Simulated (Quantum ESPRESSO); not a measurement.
# Run report: CuO, projected density-of-states run (part 1 of 3)

- system: CuO (P-6m2, 2 atoms in the cell)
- method: Kohn-Sham DFT of a periodic cell, LDA, DFT+U, SSSP 1.3 efficiency PBE, no spin polarisation (Quantum ESPRESSO 7.5)

The structure was built on a prototype by a generator; it need not be a known phase.

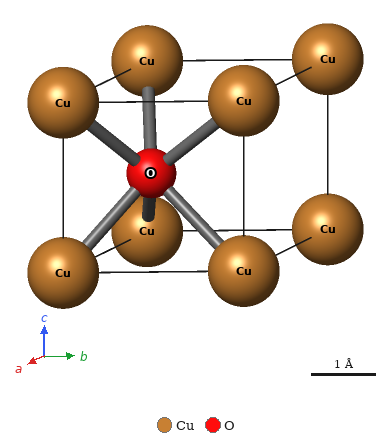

**Figure 1.** The structure as given in the input (ball-and-stick view of the cell of the calculation, seen at an oblique angle). Near neighbours in the crystal (not all of them lie inside the picture): Cu has 6 O at 2.14 Å; O has 6 Cu at 2.14 Å.

### Input file
```
&CONTROL
  calculation = 'scf'
  prefix = 'pwscf'
  outdir = './tmp'
  pseudo_dir = './pseudo'
  tprnfor = .true.
  tstress = .true.
  disk_io = 'low'
/
&SYSTEM
  ibrav = 0
  nat = 2
  ntyp = 2
  ecutwfc = 55
  ecutrho = 440
  nbnd = 18
  input_dft = 'pz'
  occupations = 'smearing'
  smearing = 'fd'
  degauss = 0.00367493
/
&ELECTRONS
  conv_thr = 4d-10
  electron_maxstep = 120
  mixing_beta = 0.3
/
ATOMIC_SPECIES
Cu    63.5460 Cu.paw.z_11.ld1.psl.v1.0.0-low.upf
O     15.9990 O.pbe-n-kjpaw_psl.0.1.UPF
CELL_PARAMETERS bohr
   5.3598776583    0.0000000000    0.0000000000
  -2.6799388197    4.6417902158    0.0000000000
   0.0000000000    0.0000000000    5.2309750363
ATOMIC_POSITIONS bohr
Cu     0.0000000000    0.0000000000    0.0000000000
O      2.6799388323    1.5472634053    2.6154875181
K_POINTS automatic
11 11 10 0 0 0
HUBBARD {ortho-atomic}
U Cu-3d 2.0
```

### File pp_density.in
```
&INPUTPP
  prefix = 'pwscf'
  outdir = './tmp'
  filplot = 'density.dat'
  plot_num = 0
/
&PLOT
  nfile = 1
  filepp(1) = 'density.dat'
  iflag = 3
  output_format = 6
  fileout = 'density.cube'
/
```

### File pp_potential.in
```
&INPUTPP
  prefix = 'pwscf'
  outdir = './tmp'
  filplot = 'potential.dat'
  plot_num = 11
/
&PLOT
  nfile = 1
  filepp(1) = 'potential.dat'
  iflag = 3
  output_format = 6
  fileout = 'potential.cube'
/
```

### File nscf.in
```
&CONTROL
  calculation = 'nscf'
  prefix = 'pwscf'
  outdir = './tmp'
  pseudo_dir = './pseudo'
  disk_io = 'low'
/
&SYSTEM
  ibrav = 0
  nat = 2
  ntyp = 2
  ecutwfc = 55
  ecutrho = 440
  nbnd = 18
  input_dft = 'pz'
  occupations = 'tetrahedra_opt'
/
&ELECTRONS
  conv_thr = 1d-08
  electron_maxstep = 120
  mixing_beta = 0.3
/
ATOMIC_SPECIES
Cu    63.5460 Cu.paw.z_11.ld1.psl.v1.0.0-low.upf
O     15.9990 O.pbe-n-kjpaw_psl.0.1.UPF
CELL_PARAMETERS bohr
   5.3598776583    0.0000000000    0.0000000000
  -2.6799388197    4.6417902158    0.0000000000
   0.0000000000    0.0000000000    5.2309750363
ATOMIC_POSITIONS bohr
Cu     0.0000000000    0.0000000000    0.0000000000
O      2.6799388323    1.5472634053    2.6154875181
K_POINTS automatic
17 17 15 0 0 0
HUBBARD {ortho-atomic}
U Cu-3d 2.0
```

### File projwfc.in
```
&PROJWFC
  prefix = 'pwscf'
  outdir = './tmp'
  filpdos = 'p'
  Emin = -6
  Emax = 19
  DeltaE = 0.05
/
```

Launch command:
```bash
OMP_NUM_THREADS=1 pw.x -in pw.in > pw.out
OMP_NUM_THREADS=1 pp.x -in pp_density.in > pp_density.out
OMP_NUM_THREADS=1 pp.x -in pp_potential.in > pp_potential.out
OMP_NUM_THREADS=1 pw.x -in nscf.in > nscf.out
OMP_NUM_THREADS=1 projwfc.x -in projwfc.in > projwfc.out
```

### The program's output
```
This program is part of the open-source Quantum ESPRESSO suite
     for quantum simulation of materials; please cite
         "P. Giannozzi et al., J. Phys.:Condens. Matter 21 395502 (2009);
         "P. Giannozzi et al., J. Phys.:Condens. Matter 29 465901 (2017);
         "P. Giannozzi et al., J. Chem. Phys. 152 154105 (2020);
          URL
     in publications or presentations arising from this work. More details at

     file Cu.paw.z_11.ld1.psl.v1.0.0-low.upf: wavefunction(s)  4S 3D renormalized
     file O.pbe-n-kjpaw_psl.0.1.UPF: wavefunction(s)  2P renormalized

     IMPORTANT: XC functional enforced from input :
     Exchange-correlation= PZ
                           (   1   1   0   0   0   0   0)
     Any further DFT definition will be discarded
     Please, verify this is what you really want

     Message from routine setup:
     using ibrav=0 with symmetry is DISCOURAGED, use correct ibrav instead

     G-vector sticks info
     --------------------
     sticks:   dense  smooth     PW     G-vecs:    dense   smooth      PW
     Sum         859     433    139                20213     7165    1279

     Using Slab Decomposition

     bravais-lattice index     =            0
     lattice parameter (alat)  =       5.3599  a.u.
     unit-cell volume          =     130.1437 (a.u.)^3
     number of atoms/cell      =            2
     number of atomic types    =            2
     number of electrons       =        17.00
     number of Kohn-Sham states=           18
     kinetic-energy cutoff     =      55.0000  Ry
     charge density cutoff     =     440.0000  Ry
     scf convergence threshold =      4.0E-10
     mixing beta               =       0.3000
     number of iterations used =            8  plain     mixing
     Exchange-correlation= PZ
                           (   1   1   0   0   0   0   0)
     Hubbard projectors: ortho-atomic
     Hubbard parameters of DFT+U (Dudarev formulation) in eV:
     U(Cu-3d) =  2.0000

     Internal variables: lda_plus_u =T, lda_plus_u_kind = 0

     Internal variables: orbital_resolved =F, hub_pot_fix =F, apply_U = F

     celldm(1)=   5.359878  celldm(2)=   0.000000  celldm(3)=   0.000000
     celldm(4)=   0.000000  celldm(5)=   0.000000  celldm(6)=   0.000000

     crystal axes: (cart. coord. in units of alat)
               a(1) = (   1.000000   0.000000   0.000000 )
               a(2) = (  -0.500000   0.866025   0.000000 )
               a(3) = (   0.000000   0.000000   0.975950 )

     reciprocal axes: (cart. coord. in units 2 pi/alat)
               b(1) = (  1.000000  0.577350 -0.000000 )
               b(2) = (  0.000000  1.154701  0.000000 )
               b(3) = (  0.000000 -0.000000  1.024642 )

     PseudoPot. # 1 for Cu read from file:
     Cu.paw.z_11.ld1.psl.v1.0.0-low.upf
     Pseudo is Projector augmented-wave + core cor, Zval = 11.0
     Generated using &quot;atomic&quot; code by A. Dal Corso  v.6.3MaX
     Shape of augmentation charge: PSQ
     Using radial grid of 1199 points,  6 beta functions with:
                l(1) =   0
                l(2) =   0
                l(3) =   1
                l(4) =   1
                l(5) =   2
                l(6) =   2
     Q(r) pseudized with 0 coefficients

     PseudoPot. # 2 for O  read from file:
     O.pbe-n-kjpaw_psl.0.1.UPF
     Pseudo is Projector augmented-wave + core cor, Zval =  6.0
     Generated using "atomic" code by A. Dal Corso  v.5.0.99 svn rev. 10869
     Shape of augmentation charge: BESSEL
     Using radial grid of 1095 points,  4 beta functions with:
                l(1) =   0
                l(2) =   0
                l(3) =   1
                l(4) =   1
     Q(r) pseudized with 0 coefficients

     atomic species   valence    mass     pseudopotential
     Cu               11.00    63.54600     Cu( 1.00)
     O                 6.00    15.99900     O ( 1.00)

     12 Sym. Ops. (no inversion) found

   Cartesian axes

     site n.     atom                  positions (alat units)
         1        Cu     tau(   1) = (   0.0000000   0.0000000   0.0000000  )
         2        O      tau(   2) = (   0.5000000   0.2886751   0.4879752  )

     number of k points=    96  Fermi-Dirac smearing, width (Ry)=  0.0037
                       cart. coord. in units 2pi/alat
        k(    1) = (   0.0000000   0.0000000   0.0000000), wk =   0.0016529
        k(    2) = (   0.0000000   0.0000000   0.1024642), wk =   0.0033058
        k(    3) = (   0.0000000   0.0000000   0.2049284), wk =   0.0033058
        k(    4) = (   0.0000000   0.0000000   0.3073927), wk =   0.0033058
        k(    5) = (   0.0000000   0.0000000   0.4098569), wk =   0.0033058
        k(    6) = (   0.0000000   0.0000000  -0.5123211), wk =   0.0016529
        k(    7) = (   0.0000000   0.1049728   0.0000000), wk =   0.0099174
        k(    8) = (   0.0000000   0.1049728   0.1024642), wk =   0.0198347
        k(    9) = (   0.0000000   0.1049728   0.2049284), wk =   0.0198347
        k(   10) = (   0.0000000   0.1049728   0.3073927), wk =   0.0198347
        k(   11) = (   0.0000000   0.1049728   0.4098569), wk =   0.0198347
        k(   12) = (   0.0000000   0.1049728  -0.5123211), wk =   0.0099174
        k(   13) = (   0.0000000   0.2099456   0.0000000), wk =   0.0099174
        k(   14) = (   0.0000000   0.2099456   0.1024642), wk =   0.0198347
        k(   15) = (   0.0000000   0.2099456   0.2049284), wk =   0.0198347
        k(   16) = (   0.0000000   0.2099456   0.3073927), wk =   0.0198347
        k(   17) = (   0.0000000   0.2099456   0.4098569), wk =   0.0198347
        k(   18) = (   0.0000000   0.2099456  -0.5123211), wk =   0.0099174
        k(   19) = (   0.0000000   0.3149183   0.0000000), wk =   0.0099174
        k(   20) = (   0.0000000   0.3149183   0.1024642), wk =   0.0198347
        k(   21) = (   0.0000000   0.3149183   0.2049284), wk =   0.0198347
        k(   22) = (   0.0000000   0.3149183   0.3073927), wk =   0.0198347
        k(   23) = (   0.0000000   0.3149183   0.4098569), wk =   0.0198347
        k(   24) = (   0.0000000   0.3149183  -0.5123211), wk =   0.0099174
        k(   25) = (   0.0000000   0.4198911   0.0000000), wk =   0.0099174
        k(   26) = (   0.0000000   0.4198911   0.1024642), wk =   0.0198347
        k(   27) = (   0.0000000   0.4198911   0.2049284), wk =   0.0198347
        k(   28) = (   0.0000000   0.4198911   0.3073927), wk =   0.0198347
        k(   29) = (   0.0000000   0.4198911   0.4098569), wk =   0.0198347
        k(   30) = (   0.0000000   0.4198911  -0.5123211), wk =   0.0099174
        k(   31) = (   0.0000000   0.5248639   0.0000000), wk =   0.0099174
        k(   32) = (   0.0000000   0.5248639   0.1024642), wk =   0.0198347
        k(   33) = (   0.0000000   0.5248639   0.2049284), wk =   0.0198347
        k(   34) = (   0.0000000   0.5248639   0.3073927), wk =   0.0198347
        k(   35) = (   0.0000000   0.5248639   0.4098569), wk =   0.0198347
        k(   36) = (   0.0000000   0.5248639  -0.5123211), wk =   0.0099174
        k(   37) = (   0.0909091   0.1574592   0.0000000), wk =   0.0099174
        k(   38) = (   0.0909091   0.1574592   0.1024642), wk =   0.0198347
        k(   39) = (   0.0909091   0.1574592   0.2049284), wk =   0.0198347
        k(   40) = (   0.0909091   0.1574592   0.3073927), wk =   0.0198347
        k(   41) = (   0.0909091   0.1574592   0.4098569), wk =   0.0198347
        k(   42) = (   0.0909091   0.1574592  -0.5123211), wk =   0.0099174
        k(   43) = (   0.0909091   0.2624319   0.0000000), wk =   0.0198347
        k(   44) = (   0.0909091   0.2624319   0.1024642), wk =   0.0396694
        k(   45) = (   0.0909091   0.2624319   0.2049284), wk =   0.0396694
        k(   46) = (   0.0909091   0.2624319   0.3073927), wk =   0.0396694
        k(   47) = (   0.0909091   0.2624319   0.4098569), wk =   0.0396694
        k(   48) = (   0.0909091   0.2624319  -0.5123211), wk =   0.0198347
        k(   49) = (   0.0909091   0.3674047   0.0000000), wk =   0.0198347
        k(   50) = (   0.0909091   0.3674047   0.1024642), wk =   0.0396694
        k(   51) = (   0.0909091   0.3674047   0.2049284), wk =   0.0396694
        k(   52) = (   0.0909091   0.3674047   0.3073927), wk =   0.0396694
        k(   53) = (   0.0909091   0.3674047   0.4098569), wk =   0.0396694
        k(   54) = (   0.0909091   0.3674047  -0.5123211), wk =   0.0198347
        k(   55) = (   0.0909091   0.4723775   0.0000000), wk =   0.0198347
        k(   56) = (   0.0909091   0.4723775   0.1024642), wk =   0.0396694
        k(   57) = (   0.0909091   0.4723775   0.2049284), wk =   0.0396694
        k(   58) = (   0.0909091   0.4723775   0.3073927), wk =   0.0396694
        k(   59) = (   0.0909091   0.4723775   0.4098569), wk =   0.0396694
        k(   60) = (   0.0909091   0.4723775  -0.5123211), wk =   0.0198347
        k(   61) = (   0.0909091   0.5773503   0.0000000), wk =   0.0099174
        k(   62) = (   0.0909091   0.5773503   0.1024642), wk =   0.0198347
        k(   63) = (   0.0909091   0.5773503   0.2049284), wk =   0.0198347
        k(   64) = (   0.0909091   0.5773503   0.3073927), wk =   0.0198347
        k(   65) = (   0.0909091   0.5773503   0.4098569), wk =   0.0198347
        k(   66) = (   0.0909091   0.5773503  -0.5123211), wk =   0.0099174
        k(   67) = (   0.1818182   0.3149183   0.0000000), wk =   0.0099174
        k(   68) = (   0.1818182   0.3149183   0.1024642), wk =   0.0198347
        k(   69) = (   0.1818182   0.3149183   0.2049284), wk =   0.0198347
        k(   70) = (   0.1818182   0.3149183   0.3073927), wk =   0.0198347
        k(   71) = (   0.1818182   0.3149183   0.4098569), wk =   0.0198347
        k(   72) = (   0.1818182   0.3149183  -0.5123211), wk =   0.0099174
        k(   73) = (   0.1818182   0.4198911   0.0000000), wk =   0.0198347
        k(   74) = (   0.1818182   0.4198911   0.1024642), wk =   0.0396694
        k(   75) = (   0.1818182   0.4198911   0.2049284), wk =   0.0396694
        k(   76) = (   0.1818182   0.4198911   0.3073927), wk =   0.0396694
        k(   77) = (   0.1818182   0.4198911   0.4098569), wk =   0.0396694
        k(   78) = (   0.1818182   0.4198911  -0.5123211), wk =   0.0198347
        k(   79) = (   0.1818182   0.5248639   0.0000000), wk =   0.0198347
        k(   80) = (   0.1818182   0.5248639   0.1024642), wk =   0.0396694
        k(   81) = (   0.1818182   0.5248639   0.2049284), wk =   0.0396694
        k(   82) = (   0.1818182   0.5248639   0.3073927), wk =   0.0396694
        k(   83) = (   0.1818182   0.5248639   0.4098569), wk =   0.0396694
        k(   84) = (   0.1818182   0.5248639  -0.5123211), wk =   0.0198347
        k(   85) = (   0.2727273   0.4723775   0.0000000), wk =   0.0099174
        k(   86) = (   0.2727273   0.4723775   0.1024642), wk =   0.0198347
        k(   87) = (   0.2727273   0.4723775   0.2049284), wk =   0.0198347
        k(   88) = (   0.2727273   0.4723775   0.3073927), wk =   0.0198347
        k(   89) = (   0.2727273   0.4723775   0.4098569), wk =   0.0198347
        k(   90) = (   0.2727273   0.4723775  -0.5123211), wk =   0.0099174
        k(   91) = (   0.2727273   0.5773503   0.0000000), wk =   0.0099174
        k(   92) = (   0.2727273   0.5773503   0.1024642), wk =   0.0198347
        k(   93) = (   0.2727273   0.5773503   0.2049284), wk =   0.0198347
        k(   94) = (   0.2727273   0.5773503   0.3073927), wk =   0.0198347
        k(   95) = (   0.2727273   0.5773503   0.4098569), wk =   0.0198347
        k(   96) = (   0.2727273   0.5773503  -0.5123211), wk =   0.0099174

     Dense  grid:    20213 G-vectors     FFT dimensions: (  36,  36,  36)

     Smooth grid:     7165 G-vectors     FFT dimensions: (  25,  25,  25)

     Initial potential from superposition of free atoms

     starting charge      16.9998, renormalised to      17.0000

     STARTING HUBBARD OCCUPATIONS:

     =================== HUBBARD OCCUPATIONS ===================
     ------------------------ ATOM    1 ------------------------
     Tr[ns(  1)] =   9.50000
     eigenvalues:
       0.950  0.950  0.950  0.950  0.950
     eigenvectors (columns):
       1.000  0.000  0.000  0.000  0.000
       0.000  1.000  0.000  0.000  0.000
       0.000  0.000  1.000  0.000  0.000
       0.000  0.000  0.000  1.000  0.000
       0.000  0.000  0.000  0.000  1.000
     occupation matrix ns (before diag.):
       0.950  0.000  0.000  0.000  0.000
       0.000  0.950  0.000  0.000  0.000
       0.000  0.000  0.950  0.000  0.000
       0.000  0.000  0.000  0.950  0.000
       0.000  0.000  0.000  0.000  0.950

     Number of occupied Hubbard levels =    9.5000

     Atomic wfc used for Hubbard projectors are orthogonalized

     Starting wfcs are   13 randomized atomic wfcs +    5 random wfcs

     Self-consistent Calculation

     iteration #  1     ecut=    55.00 Ry     beta= 0.30
     Davidson diagonalization with overlap
     ethr =  1.00E-02,  avg # of iterations =  5.5

     =================== HUBBARD OCCUPATIONS ===================
     ------------------------ ATOM    1 ------------------------
     Tr[ns(  1)] =   9.17001
     eigenvalues:
       0.836  0.836  0.964  0.964  0.985
     eigenvectors (columns):
       0.000 -0.000 -0.000 -0.000  1.000
      -0.132  0.991 -0.000  0.000  0.000
       0.991  0.132  0.000 -0.000 -0.000
      -0.000  0.000  0.791 -0.612  0.000
      -0.000  0.000  0.612  0.791  0.000
     occupation matrix ns (before diag.):
       0.985  0.000 -0.000  0.000  0.000
       0.000  0.836  0.000 -0.000 -0.000
      -0.000  0.000  0.836  0.000  0.000
       0.000 -0.000  0.000  0.964 -0.000
       0.000 -0.000  0.000 -0.000  0.964

     Number of occupied Hubbard levels =    9.1700

     total energy              =    -248.49487915 Ry
     estimated scf accuracy    <       0.37849741 Ry

     iteration #  2     ecut=    55.00 Ry     beta= 0.30
     Davidson diagonalization with overlap
     ethr =  2.23E-03,  avg # of iterations =  1.4

     total energy              =    -248.57736961 Ry
     estimated scf accuracy    <       0.19553495 Ry

     iteration #  3     ecut=    55.00 Ry     beta= 0.30
     Davidson diagonalization with overlap
     ethr =  1.15E-03,  avg # of iterations =  1.2

     total energy              =    -248.60348727 Ry
     estimated scf accuracy    <       0.00492415 Ry

     iteration #  4     ecut=    55.00 Ry     beta= 0.30
     Davidson diagonalization with overlap
     ethr =  2.90E-05,  avg # of iterations =  4.8

     total energy              =    -248.60352727 Ry
     estimated scf accuracy    <       0.00132579 Ry

     iteration #  5     ecut=    55.00 Ry     beta= 0.30
     Davidson diagonalization with overlap
     ethr =  7.80E-06,  avg # of iterations =  2.1

     total energy              =    -248.60363068 Ry
     estimated scf accuracy    <       0.00005319 Ry

     iteration #  6     ecut=    55.00 Ry     beta= 0.30
     Davidson diagonalization with overlap
     ethr =  3.13E-07,  avg # of iterations =  3.0

     total energy              =    -248.60363875 Ry
     estimated scf accuracy    <       0.00003049 Ry

     iteration #  7     ecut=    55.00 Ry     beta= 0.30
     Davidson diagonalization with overlap
     ethr =  1.79E-07,  avg # of iterations =  1.1

     total energy              =    -248.60364309 Ry
     estimated scf accuracy    <       0.00000050 Ry

     iteration #  8     ecut=    55.00 Ry     beta= 0.30
     Davidson diagonalization with overlap
     ethr =  2.96E-09,  avg # of iterations =  1.9
```
